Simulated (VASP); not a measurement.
# TiC: band-structure run (part 1 of 2)

The run: band-structure run of TiC (Fm-3m, 2 atoms in the cell). Method and program: Kohn-Sham DFT of a periodic cell, PBEsol, VASP PAW PBE potentials, recommended, no spin polarisation (VASP 6.6.1).

The structure derives from an entry of the Crystallography Open Database.

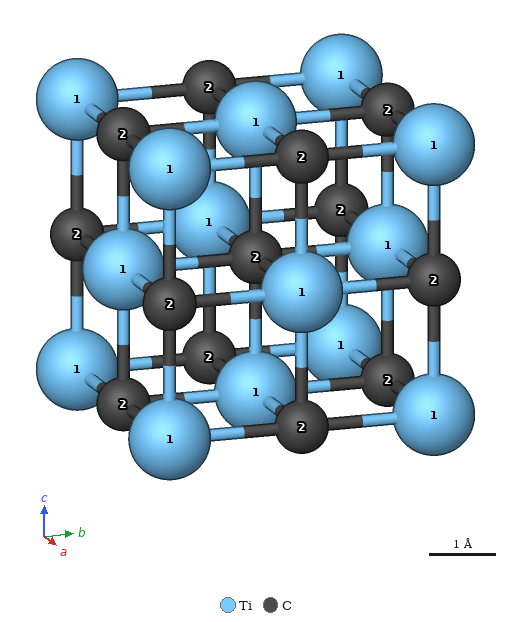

Fig. 1: The structure as given in the input (ball-and-stick view of the cell 4 times as large as that of the calculation, set on its symmetry axes, seen slightly off an axis; atoms are numbered from 1 in the order of the input).

**Key numbers**

| quantity | value |
| --- | --- |
| outcome | converged |
| space group (tolerance 0.01 Å) | Fm-3m (225) |
| electrons treated | 16 |
| free energy | −19.8018 eV |
| Fermi energy of the self-consistent step | 9.609 eV |
| gap on the k-point mesh | none (metallic) |
| gap on the band path | 0.00 eV |
| pressure | 0.08 GPa |
| largest force (length of the vector) | under 0.001 eV/Å |
| hardware | 1 thread of Intel Xeon (Sapphire Rapids), 64 GiB of memory available, shared host |
| wall time | 53 s |
| peak memory | 0.17 GiB |

**INCAR**
```
SYSTEM = TiC
PREC = Accurate
ENCUT = 520
EDIFF = 1E-7
ISMEAR = 1
SIGMA = 0.1
LREAL = .False.
LASPH = .True.
NELM = 80
ALGO = Fast
ISIF = 2
LWAVE = .False.
LCHARG = .False.
LMAXMIX = 4
GGA = PS
NBANDS = 15
ICORELEVEL = 1
```

**KPOINTS**
```
Automatic mesh
0
Gamma
  14 14 14
  0 0 0
```

**KPOINTS_OPT**
```
explicit points
209
Reciprocal
 0.0000000000  0.0000000000  0.0000000000 1
 0.0263157895  0.0000000000  0.0263157895 1
 0.0526315789  0.0000000000  0.0526315789 1
 0.0789473684  0.0000000000  0.0789473684 1
 0.1052631579  0.0000000000  0.1052631579 1
 0.1315789474  0.0000000000  0.1315789474 1
 0.1578947368  0.0000000000  0.1578947368 1
 0.1842105263  0.0000000000  0.1842105263 1
 0.2105263158  0.0000000000  0.2105263158 1
 0.2368421053  0.0000000000  0.2368421053 1
 0.2631578947  0.0000000000  0.2631578947 1
 0.2894736842  0.0000000000  0.2894736842 1
 0.3157894737  0.0000000000  0.3157894737 1
 0.3421052632  0.0000000000  0.3421052632 1
 0.3684210526  0.0000000000  0.3684210526 1
 0.3947368421  0.0000000000  0.3947368421 1
 0.4210526316  0.0000000000  0.4210526316 1
 0.4473684211  0.0000000000  0.4473684211 1
 0.4736842105  0.0000000000  0.4736842105 1
 0.5000000000  0.0000000000  0.5000000000 1
 0.5000000000  0.0000000000  0.5000000000 1
 0.5000000000  0.0131578947  0.5131578947 1
 0.5000000000  0.0263157895  0.5263157895 1
 0.5000000000  0.0394736842  0.5394736842 1
 0.5000000000  0.0526315789  0.5526315789 1
 0.5000000000  0.0657894737  0.5657894737 1
 0.5000000000  0.0789473684  0.5789473684 1
 0.5000000000  0.0921052632  0.5921052632 1
 0.5000000000  0.1052631579  0.6052631579 1
 0.5000000000  0.1184210526  0.6184210526 1
 0.5000000000  0.1315789474  0.6315789474 1
 0.5000000000  0.1447368421  0.6447368421 1
 0.5000000000  0.1578947368  0.6578947368 1
 0.5000000000  0.1710526316  0.6710526316 1
 0.5000000000  0.1842105263  0.6842105263 1
 0.5000000000  0.1973684211  0.6973684211 1
 0.5000000000  0.2105263158  0.7105263158 1
 0.5000000000  0.2236842105  0.7236842105 1
 0.5000000000  0.2368421053  0.7368421053 1
 0.5000000000  0.2500000000  0.7500000000 1
 0.5000000000  0.2500000000  0.7500000000 1
 0.4934210526  0.2565789474  0.7500000000 1
 0.4868421053  0.2631578947  0.7500000000 1
 0.4802631579  0.2697368421  0.7500000000 1
 0.4736842105  0.2763157895  0.7500000000 1
 0.4671052632  0.2828947368  0.7500000000 1
 0.4605263158  0.2894736842  0.7500000000 1
 0.4539473684  0.2960526316  0.7500000000 1
 0.4473684211  0.3026315789  0.7500000000 1
 0.4407894737  0.3092105263  0.7500000000 1
 0.4342105263  0.3157894737  0.7500000000 1
 0.4276315789  0.3223684211  0.7500000000 1
 0.4210526316  0.3289473684  0.7500000000 1
 0.4144736842  0.3355263158  0.7500000000 1
 0.4078947368  0.3421052632  0.7500000000 1
 0.4013157895  0.3486842105  0.7500000000 1
 0.3947368421  0.3552631579  0.7500000000 1
 0.3881578947  0.3618421053  0.7500000000 1
 0.3815789474  0.3684210526  0.7500000000 1
 0.3750000000  0.3750000000  0.7500000000 1
 0.3750000000  0.3750000000  0.7500000000 1
 0.3552631579  0.3552631579  0.7105263158 1
 0.3355263158  0.3355263158  0.6710526316 1
 0.3157894737  0.3157894737  0.6315789474 1
 0.2960526316  0.2960526316  0.5921052632 1
 0.2763157895  0.2763157895  0.5526315789 1
 0.2565789474  0.2565789474  0.5131578947 1
 0.2368421053  0.2368421053  0.4736842105 1
 0.2171052632  0.2171052632  0.4342105263 1
 0.1973684211  0.1973684211  0.3947368421 1
 0.1776315789  0.1776315789  0.3552631579 1
 0.1578947368  0.1578947368  0.3157894737 1
 0.1381578947  0.1381578947  0.2763157895 1
 0.1184210526  0.1184210526  0.2368421053 1
 0.0986842105  0.0986842105  0.1973684211 1
 0.0789473684  0.0789473684  0.1578947368 1
 0.0592105263  0.0592105263  0.1184210526 1
 0.0394736842  0.0394736842  0.0789473684 1
 0.0197368421  0.0197368421  0.0394736842 1
 0.0000000000  0.0000000000  0.0000000000 1
 0.0000000000  0.0000000000  0.0000000000 1
 0.0263157895  0.0263157895  0.0263157895 1
 0.0526315789  0.0526315789  0.0526315789 1
 0.0789473684  0.0789473684  0.0789473684 1
 0.1052631579  0.1052631579  0.1052631579 1
 0.1315789474  0.1315789474  0.1315789474 1
 0.1578947368  0.1578947368  0.1578947368 1
 0.1842105263  0.1842105263  0.1842105263 1
 0.2105263158  0.2105263158  0.2105263158 1
 0.2368421053  0.2368421053  0.2368421053 1
 0.2631578947  0.2631578947  0.2631578947 1
 0.2894736842  0.2894736842  0.2894736842 1
 0.3157894737  0.3157894737  0.3157894737 1
 0.3421052632  0.3421052632  0.3421052632 1
 0.3684210526  0.3684210526  0.3684210526 1
 0.3947368421  0.3947368421  0.3947368421 1
 0.4210526316  0.4210526316  0.4210526316 1
 0.4473684211  0.4473684211  0.4473684211 1
 0.4736842105  0.4736842105  0.4736842105 1
 0.5000000000  0.5000000000  0.5000000000 1
 0.5000000000  0.5000000000  0.5000000000 1
 0.5065789474  0.4868421053  0.5065789474 1
 0.5131578947  0.4736842105  0.5131578947 1
 0.5197368421  0.4605263158  0.5197368421 1
 0.5263157895  0.4473684211  0.5263157895 1
 0.5328947368  0.4342105263  0.5328947368 1
 0.5394736842  0.4210526316  0.5394736842 1
 0.5460526316  0.4078947368  0.5460526316 1
 0.5526315789  0.3947368421  0.5526315789 1
 0.5592105263  0.3815789474  0.5592105263 1
 0.5657894737  0.3684210526  0.5657894737 1
 0.5723684211  0.3552631579  0.5723684211 1
 0.5789473684  0.3421052632  0.5789473684 1
 0.5855263158  0.3289473684  0.5855263158 1
 0.5921052632  0.3157894737  0.5921052632 1
 0.5986842105  0.3026315789  0.5986842105 1
 0.6052631579  0.2894736842  0.6052631579 1
 0.6118421053  0.2763157895  0.6118421053 1
 0.6184210526  0.2631578947  0.6184210526 1
 0.6250000000  0.2500000000  0.6250000000 1
 0.6250000000  0.2500000000  0.6250000000 1
 0.6184210526  0.2500000000  0.6315789474 1
 0.6118421053  0.2500000000  0.6381578947 1
 0.6052631579  0.2500000000  0.6447368421 1
 0.5986842105  0.2500000000  0.6513157895 1
 0.5921052632  0.2500000000  0.6578947368 1
 0.5855263158  0.2500000000  0.6644736842 1
 0.5789473684  0.2500000000  0.6710526316 1
 0.5723684211  0.2500000000  0.6776315789 1
 0.5657894737  0.2500000000  0.6842105263 1
 0.5592105263  0.2500000000  0.6907894737 1
 0.5526315789  0.2500000000  0.6973684211 1
 0.5460526316  0.2500000000  0.7039473684 1
 0.5394736842  0.2500000000  0.7105263158 1
 0.5328947368  0.2500000000  0.7171052632 1
 0.5263157895  0.2500000000  0.7236842105 1
 0.5197368421  0.2500000000  0.7302631579 1
 0.5131578947  0.2500000000  0.7368421053 1
 0.5065789474  0.2500000000  0.7434210526 1
 0.5000000000  0.2500000000  0.7500000000 1
 0.5000000000  0.2500000000  0.7500000000 1
 0.5000000000  0.2631578947  0.7368421053 1
 0.5000000000  0.2763157895  0.7236842105 1
 0.5000000000  0.2894736842  0.7105263158 1
 0.5000000000  0.3026315789  0.6973684211 1
 0.5000000000  0.3157894737  0.6842105263 1
 0.5000000000  0.3289473684  0.6710526316 1
 0.5000000000  0.3421052632  0.6578947368 1
 0.5000000000  0.3552631579  0.6447368421 1
 0.5000000000  0.3684210526  0.6315789474 1
 0.5000000000  0.3815789474  0.6184210526 1
 0.5000000000  0.3947368421  0.6052631579 1
 0.5000000000  0.4078947368  0.5921052632 1
 0.5000000000  0.4210526316  0.5789473684 1
 0.5000000000  0.4342105263  0.5657894737 1
 0.5000000000  0.4473684211  0.5526315789 1
 0.5000000000  0.4605263158  0.5394736842 1
 0.5000000000  0.4736842105  0.5263157895 1
 0.5000000000  0.4868421053  0.5131578947 1
 0.5000000000  0.5000000000  0.5000000000 1
 0.5000000000  0.5000000000  0.5000000000 1
 0.4934210526  0.4934210526  0.5131578947 1
 0.4868421053  0.4868421053  0.5263157895 1
 0.4802631579  0.4802631579  0.5394736842 1
 0.4736842105  0.4736842105  0.5526315789 1
 0.4671052632  0.4671052632  0.5657894737 1
 0.4605263158  0.4605263158  0.5789473684 1
 0.4539473684  0.4539473684  0.5921052632 1
 0.4473684211  0.4473684211  0.6052631579 1
 0.4407894737  0.4407894737  0.6184210526 1
 0.4342105263  0.4342105263  0.6315789474 1
 0.4276315789  0.4276315789  0.6447368421 1
 0.4210526316  0.4210526316  0.6578947368 1
 0.4144736842  0.4144736842  0.6710526316 1
 0.4078947368  0.4078947368  0.6842105263 1
 0.4013157895  0.4013157895  0.6973684211 1
 0.3947368421  0.3947368421  0.7105263158 1
 0.3881578947  0.3881578947  0.7236842105 1
 0.3815789474  0.3815789474  0.7368421053 1
 0.3750000000  0.3750000000  0.7500000000 1
 0.6250000000  0.2500000000  0.6250000000 1
 0.6184210526  0.2368421053  0.6184210526 1
 0.6118421053  0.2236842105  0.6118421053 1
 0.6052631579  0.2105263158  0.6052631579 1
 0.5986842105  0.1973684211  0.5986842105 1
 0.5921052632  0.1842105263  0.5921052632 1
 0.5855263158  0.1710526316  0.5855263158 1
 0.5789473684  0.1578947368  0.5789473684 1
 0.5723684211  0.1447368421  0.5723684211 1
 0.5657894737  0.1315789474  0.5657894737 1
 0.5592105263  0.1184210526  0.5592105263 1
 0.5526315789  0.1052631579  0.5526315789 1
 0.5460526316  0.0921052632  0.5460526316 1
 0.5394736842  0.0789473684  0.5394736842 1
 0.5328947368  0.0657894737  0.5328947368 1
 0.5263157895  0.0526315789  0.5263157895 1
 0.5197368421  0.0394736842  0.5197368421 1
 0.5131578947  0.0263157895  0.5131578947 1
 0.5065789474  0.0131578947  0.5065789474 1
 0.5000000000  0.0000000000  0.5000000000 1
 0.0000000000  0.0000000000  0.0000000000 1
 0.3750000000  0.3750000000  0.7500000000 1
 0.5000000000  0.5000000000  0.5000000000 1
 0.6250000000  0.2500000000  0.6250000000 1
 0.5000000000  0.2500000000  0.7500000000 1
 0.5000000000  0.0000000000  0.5000000000 1
 0.4000000000  0.0000000000  0.4000000000 1
 0.4250000000  0.0000000000  0.4250000000 1
 0.4500000000  0.0000000000  0.4500000000 1
```

**POSCAR**
```
TiC                                     
1.0
    0.0000000000      2.1471057723      2.1471057723
    2.1471057723      0.0000000000      2.1471057723
    2.1471057723      2.1471057723      0.0000000000
  Ti              C             
     1     1
Direct
     0.0000000000000000    0.0000000000000000    0.0000000000000000
     0.5000000000000000    0.5000000000000000    0.5000000000000000
```

Run as:
```bash
cat potpaw_PBE.64/Ti_sv/POTCAR potpaw_PBE.64/C/POTCAR > POTCAR
mpirun -np 1 vasp_std > vasp.out
```

**OSZICAR**
```
N       E                     dE             d eps       ncg     rms          rms(c)
DAV:   1     0.115617830470E+03    0.11562E+03   -0.80524E+03  3128   0.127E+03
DAV:   2    -0.177444691055E+02   -0.13336E+03   -0.12507E+03  3372   0.336E+02
DAV:   3    -0.249344581396E+02   -0.71900E+01   -0.70757E+01  4075   0.759E+01
DAV:   4    -0.251570180030E+02   -0.22256E+00   -0.22234E+00  3944   0.123E+01
DAV:   5    -0.251622067211E+02   -0.51887E-02   -0.51883E-02  4012   0.166E+00    0.194E+01
RMM:   6    -0.203113640017E+02    0.48508E+01   -0.92551E+00  4023   0.292E+01    0.601E+00
RMM:   7    -0.197919420941E+02    0.51942E+00   -0.89091E-01  4031   0.101E+01    0.479E+00
RMM:   8    -0.197926877597E+02   -0.74567E-03   -0.47014E-01  4520   0.467E+00    0.137E+00
RMM:   9    -0.197944489500E+02   -0.17612E-02   -0.15282E-01  4776   0.266E+00    0.887E-01
RMM:  10    -0.198016034209E+02   -0.71545E-02   -0.67972E-02  4674   0.188E+00    0.388E-01
RMM:  11    -0.198000931053E+02    0.15103E-02   -0.19753E-02  4767   0.977E-01    0.128E-01
RMM:  12    -0.198012518670E+02   -0.11588E-02   -0.10727E-02  4827   0.669E-01    0.154E-01
RMM:  13    -0.198015449984E+02   -0.29313E-03   -0.48126E-03  4622   0.379E-01    0.535E-02
RMM:  14    -0.198017201886E+02   -0.17519E-03   -0.15022E-03  5149   0.173E-01    0.509E-02
RMM:  15    -0.198017816830E+02   -0.61494E-04   -0.58041E-04  5073   0.109E-01    0.838E-02
RMM:  16    -0.198018100467E+02   -0.28364E-04   -0.28501E-04  4780   0.119E-01    0.283E-02
RMM:  17    -0.198018216583E+02   -0.11612E-04   -0.13290E-04  4958   0.639E-02    0.210E-02
RMM:  18    -0.198018271934E+02   -0.55351E-05   -0.74045E-05  4992   0.633E-02    0.149E-02
RMM:  19    -0.198018308115E+02   -0.36180E-05   -0.37490E-05  4818   0.370E-02    0.222E-02
RMM:  20    -0.198018316556E+02   -0.84414E-06   -0.17762E-05  4307   0.202E-02    0.123E-02
RMM:  21    -0.198018326677E+02   -0.10121E-05   -0.10565E-05  3985   0.134E-02    0.107E-02
RMM:  22    -0.198018327248E+02   -0.57122E-07   -0.71817E-06  4178   0.173E-02    0.939E-04
RMM:  23    -0.198018332006E+02   -0.47579E-06   -0.35323E-06  3668   0.885E-03    0.902E-04
RMM:  24    -0.198018335013E+02   -0.30068E-06   -0.19575E-06  3297   0.550E-03    0.247E-04
RMM:  25    -0.198018336404E+02   -0.13910E-06   -0.11502E-06  2894   0.427E-03    0.211E-04
RMM:  26    -0.198018337156E+02   -0.75218E-07   -0.72364E-07  2811   0.351E-03
   1 F= -.19801834E+02 E0= -.19801849E+02  d E =0.469474E-04
       N       E                     dE             ncg
DAV:   1    -0.547236997147E+04   -0.60969E+05     3128
DAV:   2    -0.188362463900E+05   -0.13364E+05     3561
DAV:   3    -0.194983400240E+05   -0.66209E+03     4014
DAV:   4    -0.195136563661E+05   -0.15316E+02     3760
DAV:   5    -0.195140524343E+05   -0.39607E+00     3889
DAV:   6    -0.195140638114E+05   -0.11377E-01     3909
DAV:   7    -0.195140640753E+05   -0.26390E-03     3821
DAV:   8    -0.195140640855E+05   -0.10114E-04     3464
DAV:   9    -0.195140640859E+05   -0.39677E-06     2680
DAV:  10    -0.195140640859E+05   -0.24338E-07     2267
       N       E                     dE             ncg
DAV:   1    -0.589203414950E+04   -0.81945E+05     3127
DAV:   2    -0.192686726247E+05   -0.13377E+05     3365
DAV:   3    -0.199217045197E+05   -0.65303E+03     4055
DAV:   4    -0.199383817363E+05   -0.16677E+02     3841
DAV:   5    -0.199389127236E+05   -0.53099E+00     4205
DAV:   6    -0.199389282478E+05   -0.15524E-01     3938
DAV:   7    -0.199389286419E+05   -0.39407E-03     4232
DAV:   8    -0.199389286613E+05   -0.19427E-04     3409
DAV:   9    -0.199389286624E+05   -0.11072E-05     3021
DAV:  10    -0.199389286625E+05   -0.73214E-07     2447
       N       E                     dE             ncg
DAV:   1     0.746236429528E+05   -0.70175E+03       30
DAV:   2     0.745125661209E+05   -0.11108E+03       30
DAV:   3     0.745073193691E+05   -0.52468E+01       44
DAV:   4     0.745071677063E+05   -0.15166E+00       30
DAV:   5     0.745071658254E+05   -0.18809E-02       37
DAV:   6     0.745071657874E+05   -0.38019E-04       30
DAV:   7     0.745071657864E+05   -0.10028E-05       44
DAV:   8     0.745071657864E+05   -0.29628E-07       30
```

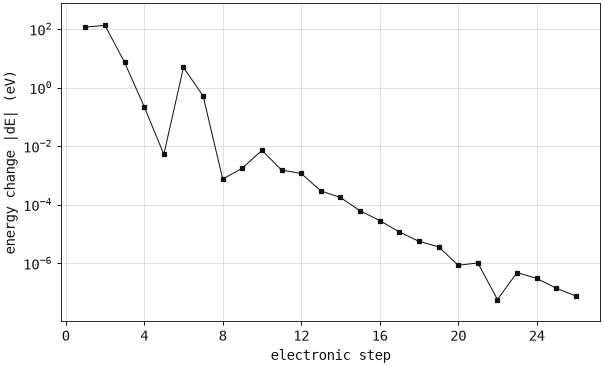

Fig. 2: Convergence of the self-consistent field: energy change |dE| against the electronic step. It takes 26 electronic steps. The density is held fixed in the first few steps, and dE rises again when its update begins.
